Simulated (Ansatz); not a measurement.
Read the following structure.

```
CELL_PARAMETERS angstrom
4.99180 0.00000 0.00000
0.00000 5.30173 0.00000
0.00000 0.00000 2.87389
ATOMIC_POSITIONS crystal
Ge 0.50000 0.75000 0.43594
Ge 0.50000 0.25000 0.56406
Ge 0.00000 0.25000 0.93594
Ge 0.00000 0.75000 0.06406
```

### Summarise the structure in words.

The element is germanium. Its lattice is body-centred orthorhombic, its space group Imma (No. 74). The cell holds four atoms. Counting atoms within bonding range gives coordination numbers of Ge 6.

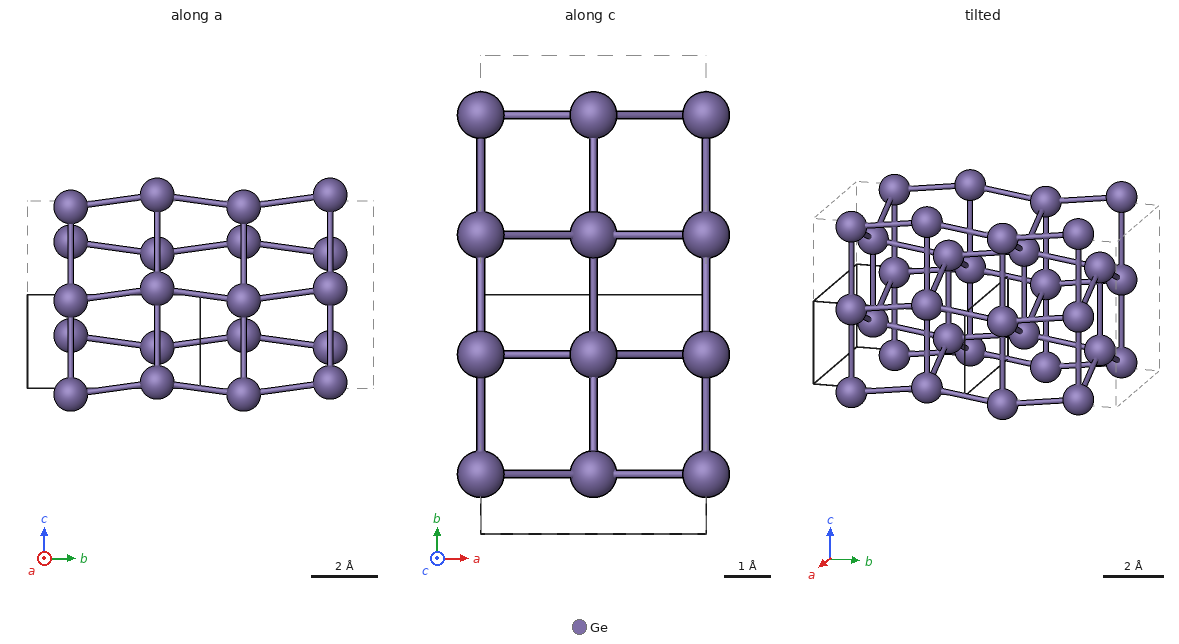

Ball-and-stick drawing of the structure, looking along the a axis, along the c axis and slightly off an axis. The solid box is one conventional unit cell, and 1×2×2 cells are shown.

Origin of the cell: a structure listed in the Materials Project. Earlier steps of the study may have refined or changed the cell and positions. A calculation with Ansatz used it as input.

At this level of theory the cell isn't at rest (compressed, at 5 GPa), so its distances can differ from those at equilibrium, the more so the softer the solid.
